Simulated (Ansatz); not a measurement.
# Preparing MgO (Fm-3m) as a host crystal

Before any defect goes in: MgO (Fm-3m) at rest, and how it screens a charge.

Main program and level: Ansatz 0.2.0; plane-wave PAW DFT, PBEsol; relaxation of the host's cell and atoms; PAW set soft_1, in the first sound run; inputs show where later runs differ.

The experiments to compare with:

For MgO, rocksalt (phase in multiphase steam-pyrolysed phosphate tailings), “Study on Pyrolysis Characteristics of Phosphate Tailings under H2O Atmosphere” (2024, pmc:11084758) gives, by powder XRD, Rietveld refinement: lattice constant a 4.21322 ± 5e-05 Å [refined as one phase in multiphase pyrolysed phosphate tailings, not a pure sample].

For MgO, rocksalt (wedged single crystal slab, 295 K), “Infrared Optical Properties of Ferropericlase (Mg1-xFexO): Experiment and Theory” (2007, arxiv:0704.2267) gives, by infrared reflectance, oscillator fit: ε∞ (high-frequency dielectric constant) 2.95 ± 0.1.

### 1. Starting point

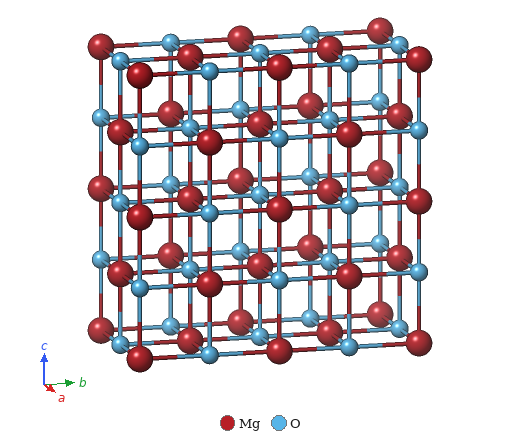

Start, viewed slightly off an axis; magnesium red, oxygen blue. 1×2×2 cells are drawn. This picture shows the conventional cell, with its axes. Some periodic images of atoms are drawn too.

### 2. Host cell relaxation

Lattice and positions are set free, within the symmetry that the program keeps.

The input, cell/input.yaml:

```yaml
crystal:
  lattice:
    - [0.0, 2.0970014, 2.0970014]
    - [2.0970014, 0.0, 2.0970014]
    - [2.0970014, 2.0970014, 0.0]
  atoms:
    - { symbol: Mg, position: [0.0, 0.0, 0.0] }
    - { symbol: O, position: [0.5, 0.5, 0.5] }
basis:
  ecutwfc: 420
  xc_grid: 2
hamiltonian:
  xc: pbesol
  pseudopotentials: { kind: paw, azcp: { folder: soft_1 }, xc_functional: pbe }
kpoints:
  mp_grid: { grid: [11, 11, 11] }
scf:
  occupations: { method: fixed }
  max_iter: 100
relax:
  f_tol: 0.005
  max_steps: 60
  cell: {}
output:
  forces: true
  stress: true
checkpoint:
  write: "../cell.run"
  compress: false
  write_wavefunctions: false
  write_every: 100000
```

Command:

```console
$ ansatz run input.yaml --threads 32 --pin off --max-ram 84787MiB --backend cuda --events-out ev --progress --plain --runs-dir out --max-vram 78GiB
```

Numbers of over 12 decimals in the logs are rounded to 6 here.

Log:

```text
[... repeated set-up lines and file paths are left out, and long positions are rounded to six places ...]
Engine: ansatz 0.2.0, aarch64-unknown-linux-gnu
Pseudopotentials: kind: paw
Pseudopotential: Mg, paw, valence charge 10, recommended cutoff 420 eV (normal), soft_1/Mg.paw.azcp
Pseudopotential: O, paw, valence charge 6, recommended cutoff 420 eV (normal), soft_1/O.paw.azcp
Functional definition: PBEsol
  exchange = pbesol_x
  correlation = pbesol_c
[...]
Crystal: 2 atoms, lattice volume = 18.443 Å³
Basis set: ecut = 420 eV, 339 PW (Γ), exchange–correlation on 40×40×40 points (8 copies of the dense FFT grid, shifted against one another)
Bands: 12, of which v1, the nominal top of the filled ones, is band 8 counted from 1 (7 counted from 0)
Symmetry: 48 space group operations
Space group: Fm-3m (ITA 225), of the structure as read, at distance tolerance 2.6e-5 Å
k-points: 56 of 1331
Non-local potential: Mg, projectors of the file, l = 0: 3, l = 1: 2, l = 2: 1
Non-local potential: O, projectors of the file, l = 0: 2, l = 1: 2, l = 2: 1
PAW form: soft (Blöchl's): semilocal exchange-correlation on the pseudo side does not see the compensation charge
PAW frozen core: Mg, regenerated for the run's functional, and the local potential with it (the file was generated under x = pbe(κ = 0.804, μ = 0.219515), c = pbe(β = 0.066725))
PAW frozen core: O, regenerated for the run's functional, and the local potential with it (the file was generated under x = pbe(κ = 0.804, μ = 0.219515), c = pbe(β = 0.066725))
PAW one-centre angular grid: Mg, 110 points (default); XC on 64 Gauss nodes
PAW one-centre angular grid: O, 110 points (default); XC on 64 Gauss nodes
Initial density: superposition of atomic densities (chi_scale 0.1, normalization cell, long waves kept (reshape's long-wave potential 0.00 eV rms))
Initial wavefunctions: pseudopotential atomic-orbital guess
[...]
Functional: x = pbesol(κ = 0.804, μ = 0.123457), c = pbesol(β = 0.046)
SCF iter   1: F=—  HF=-2475.874153 eV  |Δ(HF+E_count)|=         —  Δρ=7.12e-2  dr2=4.69e-1  Hψ=3769
preconditioner: auto → none  [insulator: Δε(μ)=4.425 eV  Ē_g=18.344 eV  n_scr=8 (ndim 8)  ℏωp=24.5 eV  f_vac=0.000  ε∞_Penn≈2.8]
SCF iter   2: F=—  HF=-2475.835221 eV  |Δ(HF+E_count)|=   3.89e-2  Δρ=2.73e-2  dr2=8.36e-2  Hψ=1470
[...]
SCF iter   7: F=-2475.872195 eV  HF=-2475.872195 eV  |Δ(HF+E_count)|=   2.22e-7  Δρ=3.80e-6  dr2=1.03e-9  Hψ=2160
SCF 1 converged in 7 iterations: F = -2475.872195 eV  dr2 = 1.03e-9
  greatest PAW one-centre occupation: 1.000 electrons in one spin orbital (limit 2), on the Mg atom at site 0 (counted from 0), in its partial waves of l = 0
relax step   1: F+E_penalty+E_count = -2475.87219529 eV  Δ(F+E_penalty+E_count) = +0.000e0 eV  max|allowed force component| = 1.637e-25 eV/Å  Δτ_max = 0.0000 Å  P = +2.423 GPa  Ω = 18.443 Å³  (7 SCF iters, dr2 threshold 1.00e-7 eV, accepted)
[... the SCF cycles and remarks between the steps are left out from here to the last step ...]
relax step   2: F+E_penalty+E_count = -2475.87325535 eV  Δ(F+E_penalty+E_count) = -1.060e-3 eV  max|allowed force component| = 3.123e-26 eV/Å  Δτ_max = 0.0000 Å  P = +1.383 GPa  Ω = 18.556 Å³  energy of the carried Pulay correction = -2.804e-4 eV  (4 SCF iters, dr2 threshold 2.00e-7 eV, accepted)
relax step   3: F+E_penalty+E_count = -2475.87354528 eV  Δ(F+E_penalty+E_count) = -2.899e-4 eV  max|allowed force component| = 4.825e-25 eV/Å  Δτ_max = 0.0000 Å  P = +0.026 GPa  Ω = 18.708 Å³  energy of the carried Pulay correction = -6.555e-4 eV  (4 SCF iters, dr2 threshold 2.00e-7 eV, accepted)
relax step   4: F+E_penalty+E_count = -2475.87419241 eV  Δ(F+E_penalty+E_count) = -6.471e-4 eV  max|allowed force component| = 3.366e-28 eV/Å  Δτ_max = 0.0000 Å  P = +0.100 GPa  Ω = 18.708 Å³  stress off target by 1.00e-1 GPa  SCF on the basis re-selected at this cell (its energy is not comparable with the rows above)  (5 SCF iters)
relax step   5: F+E_penalty+E_count = -2475.87416753 eV  Δ(F+E_penalty+E_count) = +2.489e-5 eV  max|allowed force component| = 3.554e-26 eV/Å  Δτ_max = 0.0000 Å  P = +0.003 GPa  Ω = 18.719 Å³  energy of the carried Pulay correction = -2.853e-5 eV  (3 SCF iters, dr2 threshold 2.50e-8 eV, accepted)
[...]
iter 1 solved again at ethr=3.61e-8 eV; its pass at ethr=3.10e-3 eV (dr2=5.78e-6 eV) is discarded
SCF iter   1: F=—  HF=-2475.874173 eV  |Δ(HF+E_count)|=         —  Δρ=1.05e-5  dr2=1.02e-8  Hψ=5685
[...]
SCF iter   2: F=—  HF=-2475.874168 eV  |Δ(HF+E_count)|=   5.54e-6  Δρ=5.21e-6  dr2=2.04e-9  Hψ=1143
SCF iter   3: F=—  HF=-2475.874168 eV  |Δ(HF+E_count)|=   1.87e-9  Δρ=2.73e-6  dr2=1.01e-9  Hψ=1102
SCF iter   4: F=—  HF=-2475.874168 eV  |Δ(HF+E_count)|=  2.16e-10  Δρ=4.99e-7  dr2=2.02e-11  Hψ=879
SCF iter   5: F=-2475.874168 eV  HF=-2475.874168 eV  |Δ(HF+E_count)|=  3.64e-12  Δρ=6.04e-8  dr2=4.07e-13  Hψ=3614
SCF 6 converged in 5 iterations: F = -2475.874168 eV  dr2 = 4.07e-13
relax step   6: F+E_penalty+E_count = -2475.87416753 eV  Δ(F+E_penalty+E_count) = -1.279e-9 eV  max|allowed force component| = 1.430e-28 eV/Å  Δτ_max = 0.0000 Å  P = +0.004 GPa  Ω = 18.719 Å³  stress off target by 4.26e-3 GPa  SCF on the basis re-selected at this cell (its energy is not comparable with the rows above)  (5 SCF iters)
basis re-selected at this cell: Δ(F+E_penalty+E_count) = -1.279e-9 eV, ΔP = +0.001 GPa vs the last step (what re-selecting the basis moved, of the pressure what is left beyond the Pulay correction that the steps carried, after the strain that the cell walked [...]
SCF converged after 5 iterations
Free energy (F): -2475.874168 eV
Harris-Foulkes:  -2475.874168 eV  (|F-HF|=1.36e-12)
Internal energy: -2475.874168 eV  (E = F + TS)
E sigma→0 (E₀):  -2475.874168 eV
Fermi energy:    7.909640 eV
--- Per-component energies (eV) ---
  E_band       = -293.695740
  E_kinetic    = 242.687144
  E_local      = -1692.713736  (includes V_loc(G=0)·N_el)
  E_nonlocal   = 247.638267
  E_hartree    = 560.567536
  E_xc         = -99.358358
  E_vxc        = -127.983683  (∫ρ·V_xc dr)
  E_paw        = -446.280892  (= ΣΔE_a)
  E_vpaw       = -84.459549  (= ΣTr[D̂ρ^β])
  E_aug_tail   = 0.000732  (compensation charges beyond the density's cutoff)
  E_ewald      = -1288.509011
  E_core_change = 0.094150  (= ΣΔE_core)
  E_smearing   = -0.000000  (= −TS)
  E_closure    = -0.000000  (closes the sum)
  Σ components = -2475.874168   (vs F -2475.874168, Δ=0.00e0)
--- Forces (eV/Å), atoms counted from 1 ---
  atom   1  Mg     0.00000000    -0.00000000     0.00000000
  atom   2  O     -0.00000000     0.00000000    -0.00000000
  max |Σ_I F_I| component: 1.68e-29 eV/Å
--- Stress (GPa, compression-positive) ---
        0.004259      -0.000000      -0.000000
       -0.000000       0.004259      -0.000000
       -0.000000      -0.000000       0.004259
  P = ⅓ Tr σ = 0.0043 GPa (0.043 kbar)
--- Band table (eV; the first three rows and the last of 56) ---
  k-point 0: bands = [... 4 lower, -9.2704, 7.9096, 7.9096, 7.9096, 12.5307, 23.5497, 23.5497, 23.5497]
  k-point 1: bands = [... 4 lower, -9.1783, 7.3507, 7.8533, 7.8533, 13.0672, 22.4386, 23.7486, 23.7486]
  [... further k-points left out ...]
--- Relaxed structure (4 steps of the walk, 4 accepted, 2 SCFs on fresh bases) ---
  F+E_penalty+E_count = -2475.87416753 eV   max|allowed force component| = 1.430e-28 eV/Å   (the final SCF, on the basis selected at the relaxed cell)
  cell:  # Å, volume = 18.7194 Å³
    - [0, 2.107433, 2.107433]
    - [2.107433, 0, 2.107433]
    - [2.107433, 2.107433, 0]
  atoms:
    - { symbol: Mg, position: [0, 0, 0] }
    - { symbol: O, position: [0.500000, 0.500000, 0.500000] }
```

It took 2.1 s on 1 × NVIDIA GB200 with 32 threads of Arm Neoverse V2, shared host; peak memory 0.97 GiB; 7.2 s of CPU time.

The steps of the relaxation:

```
step  energy less that of the first step (eV)  largest force component (eV/Å)  pressure (GPa)  volume (Å³)
   1                                   0.0000                          0.0000            2.42        18.44
   2                                  -0.0011                          0.0000            1.38        18.56
   3                                  -0.0014                          0.0000            0.03        18.71
   4                                  -0.0020                          0.0000            0.10        18.71
   5                                  -0.0020                          0.0000            0.00        18.72
  6*                                  -0.0020                          0.0000            0.00        18.72
```

Relaxation steps marked * repeat the geometry before them on a plane-wave basis chosen anew for their cell, so energy and pressure can jump there. The log counts 2 steps on a newly chosen plane-wave basis, not all of them marked here; energy and pressure can jump at such steps.

The run keeps the 48 symmetry operations that it works with, so distortions that break them were not tested.

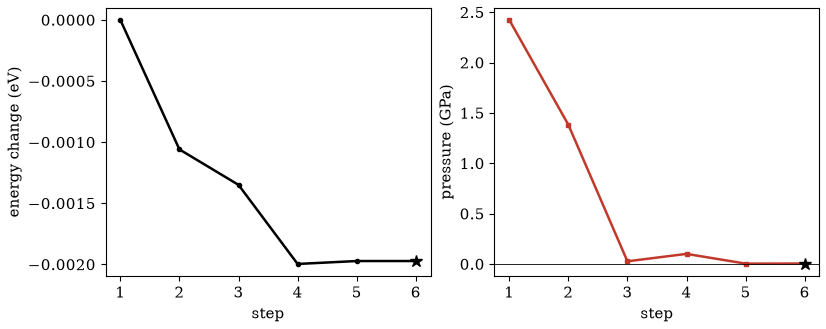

Energy and pressure along the relaxation. Stars mark steps on a basis chosen anew.

```csv
"conventional cell, symmetrised",before,after,change
a (Å),4.194,4.215,+0.5 %
b (Å),4.194,4.215,+0.5 %
c (Å),4.194,4.215,+0.5 %
volume (Å³/atom),9.22,9.36,+1.5 %
```

The relaxed structure:

```xyz
2
Lattice="0.0000 2.1074 2.1074 2.1074 0.0000 2.1074 2.1074 2.1074 0.0000" Properties=species:S:1:pos:R:3 pbc="T T T"
Mg    0.0000    0.0000    0.0000
O     2.1074    2.1074    2.1074
```

This step gave:

- pressure: 0.004259 GPa

The relaxation ends with a pressure of 0.00 GPa.

### 3. Dielectric tensors of the host

The response to a uniform electric field gives the electronic dielectric tensor.

This step: plane-wave PAW DFPT, PBEsol; dielectric tensors, Born charges and zone-centre modes of the host; PAW set soft_1 (Ansatz 0.2.0).

The input, eps/input.yaml:

```yaml
crystal:
  lattice:
    - [0.0, 2.1074328536, 2.1074328536]
    - [2.1074328536, 0.0, 2.1074328536]
    - [2.1074328536, 2.1074328536, 0.0]
  atoms:
    - { symbol: Mg, position: [0.0, 0.0, 0.0] }
    - { symbol: O, position: [0.5, 0.5, 0.5] }
basis:
  ecutwfc: 420
hamiltonian:
  xc: pbesol
  pseudopotentials: { kind: paw, azcp: { folder: soft_1 }, xc_functional: pbe }
kpoints:
  mp_grid: { grid: [10, 10, 10] }
scf:
  occupations: { method: fixed }
  max_iter: 100
phonons:
  method: dfpt
  dielectric: true
  rigid_motions: translations
```

Log:

```text
[...]
device memory: the entry about to start is reckoned to put 1.3 GiB on a device that reports 166.8 GiB free (of which the cap on the GPU budget leaves the run 78.0 GiB)
GPU FFT provider: cuFFT
GPU libraries: cuBLAS 13.8.1, cuFFT 12.4.0, cuSOLVER 12.3.2
GPU matrix products: emulated (plane waves: as basis.precision tells), large ones in fixed point in workspaces of 1.00 GiB
Crystal: 2 atoms, lattice volume = 18.719 Å³
Basis set: ecut = 420 eV, 339 PW (Γ), exchange–correlation on 40×40×40 points (8 copies of the dense FFT grid, shifted against one another)
Bands: 12, of which v1, the nominal top of the filled ones, is band 8 counted from 1 (7 counted from 0)
Symmetry: 48 space group operations
k-points: 102 of 1000 (irreducible under 8 space group operations, time reversal used)
[...]
GPU buffer pool allocated for 8000 grid points (all kernels)
GPU transforms: local potential and band sums: pruned to the plane-wave sphere, on 20×20×20
[...]
SCF iter   1: F=—  HF=-2475.879004 eV  |Δ(HF+E_count)|=         —  Δρ=7.13e-2  dr2=4.75e-1  Hψ=6849
[...]
SCF iter   8: F=-2475.874204 eV  HF=-2475.874204 eV  |Δ(HF+E_count)|=  5.84e-10  Δρ=5.19e-7  dr2=2.70e-11  Hψ=8588
SCF 1 converged in 8 iterations: F = -2475.874204 eV  dr2 = 2.70e-11
[...]
the response reads at least the filled bands of the reference SCF and the lowest empty band at each k-point, and that SCF's band table does not vouch for those bands. The notice of the band table in this run's record says why
NSCF: frozen V_eff on 1 k-points
[...]
DFPT response loops at Γ: preconditioner auto → none (the input reference at scf.mixing.eps_inf says where Resta's filter doesn't serve); β = 0.50; Broyden in place of MSR1
SCF converged after 8 iterations
Free energy (F): -2475.874204 eV
[...]
Internal energy: -2475.874204 eV  (E = F + TS)
E sigma→0 (E₀):  -2475.874204 eV
Fermi energy:    7.909657 eV
[...]
--- Band table (eV; the first three rows and the last of 102) ---
  k-point 0: bands = [... 4 lower, -9.2703, 7.9097, 7.9097, 7.9097, 12.5307, 23.5497, 23.5497, 23.5497]
  k-point 1: bands = [... 4 lower, -9.1593, 7.2485, 7.8420, 7.8420, 13.1640, 22.2787, 23.7873, 23.7873]
  [... further k-points left out ...]
--- Phonons (Γ-DFPT): 2 representative perturbations + reference, on 102 of 1000 k-points (Σ response iterations 10) ---
  k mesh reduced under 8 symmetry operations, with k and −k counted as one. Each operation leaves every solved perturbation unchanged. A smaller set is not considered because the run solves the response to a homogeneous field
  ASR residual: 3.535e-4 → 0.000e0 eV/Å²; symmetrization residual: 1.382e-6 eV/Å²
  ASR residual per site (eV/Å²): 3.11e-4 3.53e-4
  Γ frequencies (cm⁻¹): 0.00 0.00 0.00 387.21 387.21 387.21
  ε∞ (high-frequency dielectric tensor):
        3.244612    -0.000000     0.000000
        0.000000     3.244612    -0.000000
        0.000000     0.000000     3.244612
  ε⁰ (static dielectric tensor: ions relaxed, cell fixed):
       10.371968     0.000000     0.000000
        0.000000    10.371968    -0.000000
       -0.000000     0.000000    10.371968
  ε⁰ − ε∞ (ionic part):
        7.127357     0.000000    -0.000000
        0.000000     7.127357     0.000000
       -0.000000     0.000000     7.127357
  softest optical mode at Γ: 387.21 cm⁻¹; the repairs (sum rule, projections) moved no ω² at Γ by more than (2.48 cm⁻¹)²
  Born effective charges Z* (e; rows j = field, columns β = displacement):
    site 0:
         1.98046    0.00000   -0.00000
         0.00000    1.98046    0.00000
         0.00000   -0.00000    1.98046
    site 1:
        -1.98046   -0.00000    0.00000
        -0.00000   -1.98046    0.00000
         0.00000    0.00000   -1.98046
  Z* charge neutrality: 7.455e-6 e pre-enforcement
  k-mesh period / interband length: 29.8 Å / 1.44 Å = 20.66 at k = (0.0000, 0.0000, 0.0000), direct gap 4.621 eV — 14 or more, which is no proof of convergence
  optical modes at Γ without the LO–TO term, one row a degenerate level:
      ω (cm⁻¹)  modes    IR ((D/Å)²/amu)
        387.21      3            28.1369
  optical modes at Γ + LO–TO along q̂ = [1.0000, 0.0000, 0.0000]:
      ω (cm⁻¹)  modes    IR ((D/Å)²/amu)
        387.21      2            18.7580
        692.30      1             9.3790
  optical modes at Γ + LO–TO along q̂ = [0.0000, 1.0000, 0.0000]:
      ω (cm⁻¹)  modes    IR ((D/Å)²/amu)
        387.21      2            18.7580
        692.30      1             9.3790
  optical modes at Γ + LO–TO along q̂ = [0.0000, 0.0000, 1.0000]:
      ω (cm⁻¹)  modes    IR ((D/Å)²/amu)
        387.21      2            18.7580
        692.30      1             9.3790
```

Run time: 3.3 s. Hardware: 1 × NVIDIA GB200 with 32 threads; peak memory 1.2 GiB; 22 s of CPU time.

Electronic dielectric tensor:

```
3.24 0.00 0.00
0.00 3.24 0.00
0.00 0.00 3.24
```

Static dielectric tensor:

```
10.37  0.00  0.00
 0.00 10.37  0.00
 0.00  0.00 10.37
```

The electronic dielectric tensor is isotropic, 3.24. The static dielectric tensor is isotropic, 10.37.

(Continued in part 2 of 2.)

[Logs are printed without paths, hosts, clocks, repeated set-up lines and the standing remarks that a program may print on its own settings, such as how far it seeks lower states.]

[Hosts, paths, dates, database ids (printed as entryN), source tags and the programs' standing remarks are cut or masked in the printed files.]

[Runs of the host that timed out are not shown.]

[For some hosts the program warned that the k-mesh of the response run may be too coarse for force constants and the static dielectric constant; such warnings are not always shown.]
